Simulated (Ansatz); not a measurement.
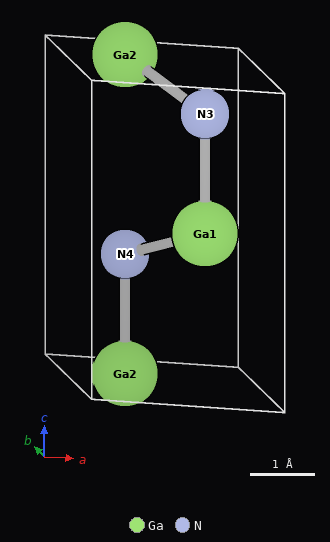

Figure 1. The structure of run 1 (ball-and-stick view of the cell of the calculation, seen slightly off an axis; atoms are numbered from 1 in the order of the input). Near neighbours in the crystal (not all of them lie inside the picture): Ga has 4 N at 1.94 to 1.95 Å; N has 4 Ga at 1.94 to 1.95 Å.

# Two runs on GaN

System: GaN (P6₃mc, 4 atoms in the cell).
Method of run 1: Kohn-Sham DFT of a periodic cell, r2SCAN with D3(BJ), Ansatz PAW, no spin polarisation (Ansatz 0.2.0).

The structure derives from an entry of the Crystallography Open Database. Text and figures count atoms from 1; the logs count them from 0 in places.

**The input, run 1**
```yaml
crystal:
  lattice:
    - [3.18, 0.0, 0.0]
    - [-1.59, 2.753960784, 0.0]
    - [0.0, 0.0, 5.166]
  atoms:
    - { symbol: Ga, position: [0.6666666667, 0.3333333333, 0.5] }
    - { symbol: Ga, position: [0.3333333333, 0.6666666667, 0.0] }
    - { symbol: "N", position: [0.6666666667, 0.3333333333, 0.875] }
    - { symbol: "N", position: [0.3333333333, 0.6666666667, 0.375] }
hamiltonian:
  xc: r2scan
  pseudopotentials: { kind: paw }
  dispersion: d3bj
kpoints:
  mp_grid: { grid: [10, 10, 5] }
scf:
  occupations: { method: fermi_dirac, width: 0.05 }
output:
  forces: true
  stress: true
  write_density: true
  write_potential: true
  elf: true
  volumetric_format: npy
relax:
  f_tol: 0.01
  max_steps: 40
  cell: { stress_tol: 0.05 }
```

Command:
```bash
ansatz run input.yaml --threads 2 --pin off --max-ram 5120MiB --backend cpu --events-out ev --progress --plain --runs-dir out
```

Hardware: 2 threads of Intel Xeon (Emerald Rapids), 360 GiB of memory available, shared host.

**Output, shortened to warnings, some set-up lines, iterations and results (run 1)**
```
Warning: the engine holds no damping parameters fitted to this dispersion correction and functional, so the run takes those fitted to r2scan beside the three-body term, which d3bj leaves out (hamiltonian.dispersion, under Limitations)
Basis set: ecut = 500 eV, 1129 PW (Γ), exchange–correlation on 96×96×160 points (64 copies of the dense FFT grid, shifted against one another)
Symmetry: 12 space group operations
k-points: 42 of 500 (time reversal used)
Initial density: superposition of atomic densities (neutral atoms: chi_scale 0, normalization atom), corrected by the library's trained network
[...]
SCF iter   1: F=—  HF=-8353.192932 eV  |F-HF|=—  |Δ(HF+E_count)|=         —  Δρ=1.25e-2  dr2=2.66e-2  dr2_τ=1.95e-1  ethr=1.77e-3  ⟨swp⟩=4.9  Hψ=3719  notcnv=0
SCF iter   2: F=—  HF=-8353.257366 eV  |F-HF|=—  |Δ(HF+E_count)|=   6.44e-2  Δρ=5.88e-3  dr2=9.51e-3  dr2_τ=3.18e-4  ethr=7.40e-5  ⟨swp⟩=2.0  Hψ=2184  notcnv=0
SCF iter   3: F=—  HF=-8353.256825 eV  |F-HF|=—  |Δ(HF+E_count)|=   5.42e-4  Δρ=3.71e-3  dr2=2.67e-3  dr2_τ=8.77e-5  ethr=2.64e-5  ⟨swp⟩=2.4  Hψ=1619  notcnv=0
SCF iter   4: F=—  HF=-8353.256844 eV  |F-HF|=—  |Δ(HF+E_count)|=   1.93e-5  Δρ=3.27e-4  dr2=3.18e-5  dr2_τ=8.35e-6  ethr=7.41e-6  ⟨swp⟩=1.6  Hψ=1188  notcnv=0
SCF iter   5: F=—  HF=-8353.256864 eV  |F-HF|=—  |Δ(HF+E_count)|=   2.03e-5  Δρ=1.42e-4  dr2=4.46e-6  dr2_τ=5.59e-7  ethr=8.82e-8  ⟨swp⟩=2.0  Hψ=1672  notcnv=0
[... 26 lines ...]
SCF iter   3: F=—  HF=-8353.258932 eV  |F-HF|=—  |Δ(HF+E_count)|=   2.09e-9  Δρ=1.47e-6  dr2=5.10e-10  dr2_τ=8.42e-11  ethr=1.51e-11  ⟨swp⟩=2.7  Hψ=1847  notcnv=0
SCF iter   4: F=—  HF=-8353.258932 eV  |F-HF|=—  |Δ(HF+E_count)|=  6.55e-11  Δρ=3.86e-7  dr2=5.64e-11  dr2_τ=8.37e-12  ethr=1.42e-12  ⟨swp⟩=2.0  Hψ=1675  notcnv=0
SCF iter   5: F=-8353.258932 eV  HF=-8353.258932 eV  |F-HF|=1.64e-11  |Δ(HF+E_count)|=  4.55e-11  Δρ=1.62e-7  dr2=8.69e-12  dr2_τ=3.29e-13  ethr=1.00e-12  ⟨swp⟩=5.0  Hψ=4095  …
SCF 5 converged in 5 iterations: F = -8353.258932 eV  dr2 = 8.69e-12
relax step   5: F+E_penalty+E_count = -8353.25893171 eV  Δ(F+E_penalty+E_count) = +8.915e-5 eV  max|allowed force component| = 1.416e-3 eV/Å  Δτ_max = 0.0000 Å  P = +0.010 …
basis re-selected at this cell: Δ(F+E_penalty+E_count) = +8.915e-5 eV, ΔP = -0.001 GPa vs the last step (what re-selecting the basis moved, of the pressure what is left beyond the Pulay correction that the steps carried, after the strain that the cell walked since its last selection, with what the …
SCF converged after 5 iterations
Free energy (F): -8353.258932 eV
Harris-Foulkes:  -8353.258932 eV  (|F-HF|=1.64e-11)
Internal energy: -8353.258932 eV  (E = F + TS)
E sigma→0 (E₀):  -8353.258932 eV
Fermi energy:    10.864050 eV
--- Per-component energies (eV) ---
  E_band       = -25.351996
  E_kinetic    = 495.128007
  E_local      = -3890.300799  (includes V_loc(G=0)·N_el)
  E_nonlocal   = 953.031788
  E_hartree    = 1796.755774
  E_xc         = -243.837733
  E_vxc        = -287.663338  (∫ρ·V_xc dr)
  E_paw        = -4274.715903  (= ΣΔE_a)
  E_vpaw       = -904.753906  (= ΣTr[D̂ρ^β])
  E_aug_tail   = -0.000038  (compensation charges beyond the density's cutoff)
  E_vtau       = 15.694745  (kinetic-family band-sum trace: ∫τ·v_τ [+ j·A + Jᵃ·Aᵃ] dr)
  E_ewald      = -3187.468033
  E_disp       = -0.486725  (pairwise vdW)
  E_core_change = -1.365269  (= ΣΔE_core)
  E_smearing   = -0.000000  (= −TS)
  E_closure    = 0.000000  (closes the sum)
  Σ components = -8353.258932   (vs F -8353.258932, Δ=0.00e0)
--- Forces (eV/Å), atoms counted from 1 ---
  atom   1  Ga     0.00000000     0.00000000    -0.00140989
  atom   2  Ga    -0.00000000    -0.00000000    -0.00140989
  atom   3  N      0.00000000     0.00000000     0.00142285
  atom   4  N     -0.00000000    -0.00000000     0.00142285
  max |Σ_I F_I| component: 2.59e-5 eV/Å
--- Stress (GPa, compression-positive) ---
        0.018256      -0.000000       0.000000
       -0.000000       0.018256       0.000000
        0.000000       0.000000      -0.005854
  P = ⅓ Tr σ = 0.0102 GPa (0.102 kbar)
--- Relaxed structure (4 steps of the walk, 4 accepted, 1 SCFs on fresh bases) ---
  F+E_penalty+E_count = -8353.25893171 eV   max|allowed force component| = 1.416e-3 eV/Å   (the final SCF, on the basis selected at the relaxed cell)
  cell:  # Å, volume = 45.0877 Å³
    - [3.1737287862215666, 1.1604076511733263e-19, -5.822632948891211e-19]
    - [-1.5868643931107833, 2.7485297535898283, 2.9113164744456036e-19]
    - [-9.459032017031621e-19, -7.445899931238052e-34, 5.168780467060278]
[...]
```

For run 2 the input was changed thus:
```diff
-  xc: r2scan
+  xc: revpbe
-  dispersion: d3bj
-  write_density: true
-  write_potential: true
-  elf: true
-  volumetric_format: npy
```

Predict how the results change.

The total energies belong to different models, so their difference says nothing on which is more stable or more accurate. The volume per atom goes from 11.27 to 11.96 Å³. The functional changes from r2SCAN to revPBE. The SCF takes 45 iterations over all geometry steps against 26. The default cutoff goes from 500 to 420 eV with the change.

**Output, shortened to warnings, some set-up lines, iterations and results (run 2)**
```
Basis set: ecut = 420 eV, 881 PW (Γ), exchange–correlation on 48×48×72 points (8 copies of the dense FFT grid, shifted against one another)
Symmetry: 12 space group operations
k-points: 42 of 500 (time reversal used)
Initial density: superposition of atomic densities (neutral atoms: chi_scale 0, normalization atom), corrected by the library's trained network
[...]
SCF iter   1: F=—  HF=-8345.816447 eV  |F-HF|=—  |Δ(HF+E_count)|=         —  Δρ=2.79e-3  dr2=1.43e-3  ethr=1.77e-3  ⟨swp⟩=5.0  Hψ=3702  notcnv=0
SCF iter   2: F=—  HF=-8345.816404 eV  |F-HF|=—  |Δ(HF+E_count)|=   4.26e-5  Δρ=1.16e-3  dr2=3.60e-4  ethr=3.99e-6  ⟨swp⟩=2.0  Hψ=1978  notcnv=0
SCF iter   3: F=—  HF=-8345.816456 eV  |F-HF|=—  |Δ(HF+E_count)|=   5.20e-5  Δρ=7.40e-4  dr2=1.17e-4  ethr=1.00e-6  ⟨swp⟩=2.7  Hψ=1662  notcnv=0
SCF iter   4: F=—  HF=-8345.816515 eV  |F-HF|=—  |Δ(HF+E_count)|=   5.90e-5  Δρ=1.07e-4  dr2=6.32e-6  ethr=3.26e-7  ⟨swp⟩=2.6  Hψ=1569  notcnv=0
SCF iter   5: F=—  HF=-8345.816515 eV  |F-HF|=—  |Δ(HF+E_count)|=   9.34e-8  Δρ=5.29e-5  dr2=9.77e-7  ethr=1.75e-8  ⟨swp⟩=2.0  Hψ=1307  notcnv=0
[... 51 lines ...]
SCF iter   4: F=—  HF=-8345.898155 eV  |F-HF|=—  |Δ(HF+E_count)|=   1.08e-8  Δρ=1.41e-6  dr2=9.65e-10  ethr=1.56e-11  ⟨swp⟩=2.0  Hψ=1391  notcnv=0
SCF iter   5: F=—  HF=-8345.898155 eV  |F-HF|=—  |Δ(HF+E_count)|=   2.02e-9  Δρ=3.56e-7  dr2=4.73e-11  ethr=2.68e-12  ⟨swp⟩=2.0  Hψ=1639  notcnv=0
SCF iter   6: F=-8345.898155 eV  HF=-8345.898155 eV  |F-HF|=0.00e0  |Δ(HF+E_count)|=  8.00e-11  Δρ=5.35e-8  dr2=1.45e-12  ethr=1.00e-12  ⟨swp⟩=4.0  Hψ=3355  notcnv=0
SCF 8 converged in 6 iterations: F = -8345.898155 eV  dr2 = 1.45e-12
relax step   8: F+E_penalty+E_count = -8345.89815521 eV  Δ(F+E_penalty+E_count) = -1.590e-4 eV  max|allowed force component| = 1.314e-5 eV/Å  Δτ_max = 0.0000 Å  P = +0.007 …
basis re-selected at this cell: Δ(F+E_penalty+E_count) = -1.590e-4 eV, ΔP = +0.002 GPa vs the last step (what re-selecting the basis moved, of the pressure what is left beyond the Pulay correction that the steps carried, after the strain that the cell walked since its last selection, with what the …
SCF converged after 6 iterations
Free energy (F): -8345.898155 eV
Harris-Foulkes:  -8345.898155 eV  (|F-HF|=0.00e0)
Internal energy: -8345.898155 eV  (E = F + TS)
E sigma→0 (E₀):  -8345.898155 eV
Fermi energy:    9.970452 eV
--- Per-component energies (eV) ---
  E_band       = -28.444547
  E_kinetic    = 490.957816
  E_local      = -3975.807875  (includes V_loc(G=0)·N_el)
  E_nonlocal   = 947.340094
  E_hartree    = 1824.434637
  E_xc         = -256.682784
  E_vxc        = -266.478510  (∫ρ·V_xc dr)
  E_paw        = -4250.786096  (= ΣΔE_a)
  E_vpaw       = -873.325512  (= ΣTr[D̂ρ^β])
  E_aug_tail   = 0.000124  (compensation charges beyond the density's cutoff)
  E_ewald      = -3125.147633
  E_core_change = -0.206438  (= ΣΔE_core)
  E_smearing   = -0.000000  (= −TS)
  E_closure    = 0.000000  (closes the sum)
  Σ components = -8345.898155   (vs F -8345.898155, Δ=0.00e0)
--- Forces (eV/Å), atoms counted from 1 ---
  atom   1  Ga     0.00000000    -0.00000000     0.00001297
  atom   2  Ga     0.00000000     0.00000000     0.00001297
  atom   3  N      0.00000000    -0.00000000    -0.00001330
  atom   4  N      0.00000000     0.00000000    -0.00001330
  max |Σ_I F_I| component: 6.61e-7 eV/Å
--- Stress (GPa, compression-positive) ---
        0.002594       0.000000       0.000000
        0.000000       0.002594       0.000000
       -0.000000       0.000000       0.015601
  P = ⅓ Tr σ = 0.0069 GPa (0.069 kbar)
--- Relaxed structure (6 steps of the walk, 6 accepted, 2 SCFs on fresh bases) ---
  F+E_penalty+E_count = -8345.89815521 eV   max|allowed force component| = 1.314e-5 eV/Å   (the final SCF, on the basis selected at the relaxed cell)
  cell:  # Å, volume = 47.8390 Å³
    - [3.237042038732231, -1.0554897465701037e-18, 1.5743895191530302e-17]
    - [-1.6185210193661155, 2.8033606386602825, -7.871947595765153e-18]
    - [2.5576403320740634e-17, -2.2108651114188768e-33, 5.271745552822808]
  atoms:
    - { symbol: Ga, position: [0.6666666666666665, 0.33333333333333326, 0.499072425362508] }
[...]
```

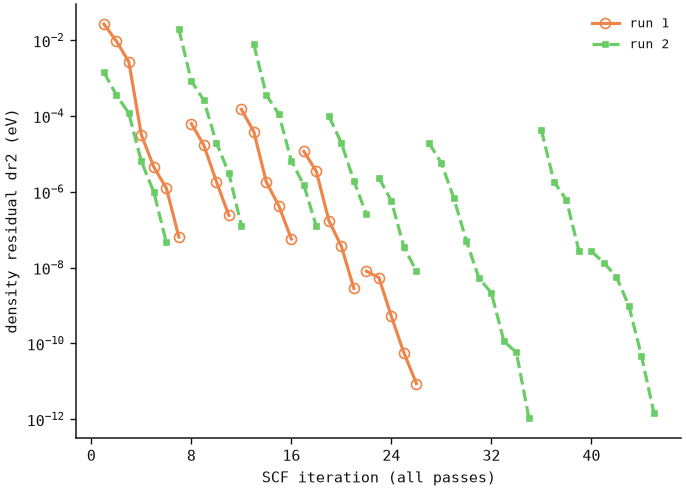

Figure 2. Convergence of the two runs: density residual dr2 against the SCF iteration. A break in a curve parts two SCF passes. Run 1 takes 26 iterations in all, and run 2 takes 45.

**The two runs side by side**

```csv
quantity,run 1,run 2
outcome,converged,converged
free energy per atom (eV),−2088.3147,−2086.4745
gap on the mesh (eV),2.41,–
pressure (GPa),0.01,0.01
volume per atom (Å³),11.27,11.96
largest force (eV/Å),0.001,0.000
SCF iterations,26,45
irreducible k-points,42,42
wall time (shared host),15 s,11 s
```

For run 1: Warnings: the dispersion correction has no parameters fitted for this combination and takes those fitted for r2SCAN with other terms. For run 2: Points of doubt noted for this run: forces on files of another functional.
